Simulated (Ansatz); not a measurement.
**LiCl: a changed input and its effect**

System: LiCl (F-43m, 2 atoms in the cell).
Method of the first run: DFT, PBE, plane waves, PAW, no spin polarisation (Ansatz 0.2.0).

The structure was built on a prototype by a generator. The geometry comes from this level: r2SCAN (a point of a series of strains). Text and figures count atoms from 1; the logs count them from 0 in places.

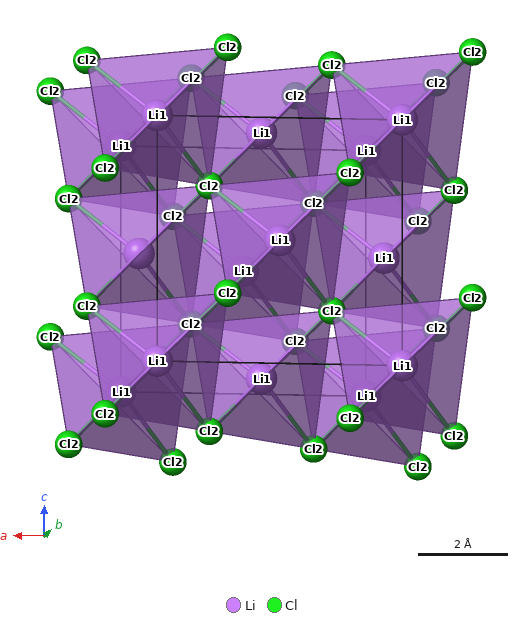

**Figure 1.** The structure as given in the input (polyhedral view of the cell 4 times as large as that of the calculation, set on its symmetry axes, seen at an oblique angle; polyhedra are completed across the faces of the cell; atoms are numbered from 1 in the order of the input).

**The input, the first run**
```yaml
crystal:
  lattice:
    - [0.0, 2.8103876251, 2.8103876251]
    - [2.8103876251, 0.0, 2.8103876251]
    - [2.8103876251, 2.8103876251, 0.0]
  atoms:
    - { symbol: Li, position: [0.0, 0.0, 0.0] }
    - { symbol: Cl, position: [0.25, 0.25, 0.25] }
kpoints:
  mp_grid: { grid: [8, 8, 8] }
  band_path:
    path:
      - [0.0, 0.0, 0.0]
      - [-0.5, -0.5, 0.0]
      - [-0.375, -0.375, 0.25]
      - [-0.375, 0.0, 0.375]
      - [0.0, 0.0, 0.5]
      - [-0.5, -0.25, 0.25]
    npoints: 1
hamiltonian:
  xc: pbe
scf:
  occupations: { method: fermi_dirac, width: 0.02 }
  n_extra_bands: 4
output:
  forces: true
  stress: true
  eigenvalues: true
  write_density: true
  write_potential: true
  elf: true
  volumetric_format: npy
```

Command:
```bash
ansatz run input.yaml --threads 4 --pin off --max-ram 3686MiB --backend cpu --events-out ev --progress --plain --runs-dir out
```

Hardware: 4 threads of Intel Xeon (Granite Rapids), 176 GiB of memory available, shared host.

**Output, shortened to warnings, some set-up lines, iterations and results (the first run)**
```
Basis set: ecut = 420 eV, 893 PW (Γ), exchange–correlation on 54×54×54 points (8 copies of the dense FFT grid, shifted against one another)
Symmetry: 24 space group operations
k-points: 29 of 512 (time reversal used)
Initial density: superposition of atomic densities (neutral atoms: chi_scale 0, normalization atom), corrected by the library's trained network
[...]
SCF iter   1: F=—  HF=-1287.867137 eV  |F-HF|=—  |Δ(HF+E_count)|=         —  Δρ=3.04e-4  dr2=3.20e-5  ethr=1.77e-3  ⟨swp⟩=7.3  Hψ=1875  notcnv=0
SCF iter   2: F=—  HF=-1287.867267 eV  |F-HF|=—  |Δ(HF+E_count)|=   1.31e-4  Δρ=1.24e-4  dr2=3.95e-6  ethr=3.20e-7  ⟨swp⟩=2.4  Hψ=697  notcnv=0
SCF iter   3: F=—  HF=-1287.867267 eV  |F-HF|=—  |Δ(HF+E_count)|=   2.37e-7  Δρ=5.09e-5  dr2=8.64e-7  ethr=3.95e-8  ⟨swp⟩=2.4  Hψ=386  notcnv=0
SCF iter   4: F=-1287.867269 eV  HF=-1287.867269 eV  |F-HF|=1.45e-8  |Δ(HF+E_count)|=   1.39e-6  Δρ=4.90e-6  dr2=1.63e-8  ethr=8.64e-9  ⟨swp⟩=2.0  Hψ=360  notcnv=0
SCF iter   5: F=-1287.867269 eV  HF=-1287.867269 eV  |F-HF|=2.67e-10  |Δ(HF+E_count)|=   2.23e-8  Δρ=5.95e-7  dr2=7.29e-11  ethr=1.63e-10  ⟨swp⟩=2.0  Hψ=374  notcnv=0
SCF iter   6: F=-1287.867269 eV  HF=-1287.867269 eV  |F-HF|=4.55e-13  |Δ(HF+E_count)|=  2.19e-10  Δρ=3.16e-8  dr2=2.86e-13  ethr=1.00e-12  ⟨swp⟩=3.9  Hψ=1113  notcnv=0
SCF 1 converged in 6 iterations: F = -1287.867269 eV  dr2 = 2.86e-13
NSCF: frozen V_eff on 6 k-points
SCF converged after 6 iterations
Free energy (F): -1287.867269 eV
Harris-Foulkes:  -1287.867269 eV  (|F-HF|=4.55e-13)
Internal energy: -1287.867269 eV  (E = F + TS)
E sigma→0 (E₀):  -1287.867269 eV
Fermi energy:    2.159777 eV
--- Per-component energies (eV) ---
  E_band       = -122.805843
  E_kinetic    = 183.004576
  E_local      = -412.326994  (includes V_loc(G=0)·N_el)
  E_nonlocal   = -4.756593
  E_hartree    = 128.652599
  E_xc         = -118.218922
  E_vxc        = -136.269847  (∫ρ·V_xc dr)
  E_paw        = -680.451002  (= ΣΔE_a)
  E_vpaw       = -9.762290  (= ΣTr[D̂ρ^β])
  E_aug_tail   = 0.000101  (compensation charges beyond the density's cutoff)
  E_ewald      = -383.771034
  E_smearing   = -0.000000  (= −TS)
  E_closure    = 0.000000  (closes the sum)
  Σ components = -1287.867269   (vs F -1287.867269, Δ=0.00e0)
--- Forces (eV/Å), atoms counted from 1 ---
  atom   1  Li     0.00000000    -0.00000000    -0.00000000
  atom   2  Cl     0.00000000    -0.00000000    -0.00000000
  max |Σ_I F_I| component: 1.67e-16 eV/Å
--- Stress (GPa, compression-positive) ---
       -1.217458      -0.000000      -0.000000
        0.000000      -1.217458       0.000000
       -0.000000       0.000000      -1.217458
  P = ⅓ Tr σ = -1.2175 GPa (-12.175 kbar)
```

For the second run the input was changed thus:
```diff
-  xc: pbe
+  xc: r2scan
-  occupations: { method: fermi_dirac, width: 0.02 }
+  occupations: { method: fixed }
```

Predict how the results change.

The total energies belong to different methods, so their difference says nothing on which is more stable or more accurate. The gap on the mesh goes from 5.77 to 6.41 eV. The pressure goes from −1.22 to −1.83 GPa. The functional changes from PBE to r2SCAN. The number of SCF iterations is the same. The default cutoff goes from 420 to 500 eV with the change. The plane waves at Γ go from 893 to 1139.

**Output, shortened to warnings, some set-up lines, iterations and results (the second run)**
```
Basis set: ecut = 500 eV, 1139 PW (Γ), exchange–correlation on 120×120×120 points (64 copies of the dense FFT grid, shifted against one another)
Symmetry: 24 space group operations
k-points: 29 of 512 (time reversal used)
Initial density: superposition of atomic densities (neutral atoms: chi_scale 0, normalization atom), corrected by the library's trained network
[...]
SCF iter   1: F=—  HF=-1292.738608 eV  |F-HF|=—  |Δ(HF+E_count)|=         —  Δρ=3.94e-3  dr2=3.78e-3  dr2_τ=1.85e-3  ethr=1.77e-3  ⟨swp⟩=5.9  Hψ=1711  notcnv=0  defer=46
SCF iter   2: F=—  HF=-1292.759764 eV  |F-HF|=—  |Δ(HF+E_count)|=   2.12e-2  Δρ=1.72e-3  dr2=6.28e-4  dr2_τ=4.39e-5  ethr=3.78e-5  ⟨swp⟩=3.0  Hψ=775  notcnv=0  defer=51
SCF iter   3: F=—  HF=-1292.759934 eV  |F-HF|=—  |Δ(HF+E_count)|=   1.69e-4  Δρ=4.91e-4  dr2=5.17e-5  dr2_τ=9.35e-6  ethr=6.28e-6  ⟨swp⟩=2.0  Hψ=323  notcnv=0  defer=54
SCF iter   4: F=—  HF=-1292.759943 eV  |F-HF|=—  |Δ(HF+E_count)|=   9.37e-6  Δρ=2.76e-5  dr2=1.62e-7  dr2_τ=1.85e-8  ethr=5.17e-7  ⟨swp⟩=2.0  Hψ=407  notcnv=0  defer=28
SCF iter   5: F=-1292.759944 eV  HF=-1292.759944 eV  |F-HF|=1.23e-8  |Δ(HF+E_count)|=   5.85e-7  Δρ=6.03e-6  dr2=5.49e-9  dr2_τ=8.37e-10  ethr=1.62e-9  ⟨swp⟩=2.1  Hψ=380  …
SCF iter   6: F=-1292.759944 eV  HF=-1292.759944 eV  |F-HF|=2.46e-10  |Δ(HF+E_count)|=   1.32e-8  Δρ=6.85e-7  dr2=2.41e-10  dr2_τ=1.93e-11  ethr=5.49e-11  ⟨swp⟩=7.7  Hψ=1855  …
SCF 1 converged in 6 iterations: F = -1292.759944 eV  dr2 = 2.41e-10
NSCF: frozen V_eff on 6 k-points
SCF converged after 6 iterations
Free energy (F): -1292.759944 eV
Harris-Foulkes:  -1292.759944 eV  (|F-HF|=2.46e-10)
Internal energy: -1292.759944 eV  (E = F + TS)
E sigma→0 (E₀):  -1292.759944 eV
Fermi energy:    -1.156164 eV
--- Per-component energies (eV) ---
  E_band       = -130.452853
  E_kinetic    = 182.640049
  E_local      = -411.651823  (includes V_loc(G=0)·N_el)
  E_nonlocal   = -4.995526
  E_hartree    = 128.512974
  E_xc         = -114.884139
  E_vxc        = -150.326375  (∫ρ·V_xc dr)
  E_paw        = -688.473955  (= ΣΔE_a)
  E_vpaw       = -11.404771  (= ΣTr[D̂ρ^β])
  E_aug_tail   = -0.000082  (compensation charges beyond the density's cutoff)
  E_vtau       = 8.259870  (kinetic-family band-sum trace: ∫τ·v_τ [+ j·A + Jᵃ·Aᵃ] dr)
  E_ewald      = -383.771034
  E_core_change = -0.136407  (= ΣΔE_core)
  E_smearing   = -0.000000  (= −TS)
  E_closure    = 0.000000  (closes the sum)
  Σ components = -1292.759944   (vs F -1292.759944, Δ=0.00e0)
--- Forces (eV/Å), atoms counted from 1 ---
  atom   1  Li     0.00000000    -0.00000000     0.00000000
  atom   2  Cl     0.00000000    -0.00000000     0.00000000
  max |Σ_I F_I| component: 1.48e-16 eV/Å
--- Stress (GPa, compression-positive) ---
       -1.829472       0.000000      -0.000000
       -0.000000      -1.829472       0.000000
       -0.000000       0.000000      -1.829472
  P = ⅓ Tr σ = -1.8295 GPa (-18.295 kbar)
```

**The two runs side by side**

| quantity | the first run | the second run |
| --- | --- | --- |
| outcome | converged | converged |
| free energy per atom (eV) | −643.9336 | −646.3800 |
| gap on the mesh (eV) | 5.77 | 6.41 |
| pressure (GPa) | −1.22 | −1.83 |
| largest force (eV/Å) | 0.000 | 0.000 |
| SCF iterations | 6 | 6 |
| irreducible k-points | 29 | 29 |
| plane waves at Γ | 893 | 1139 |
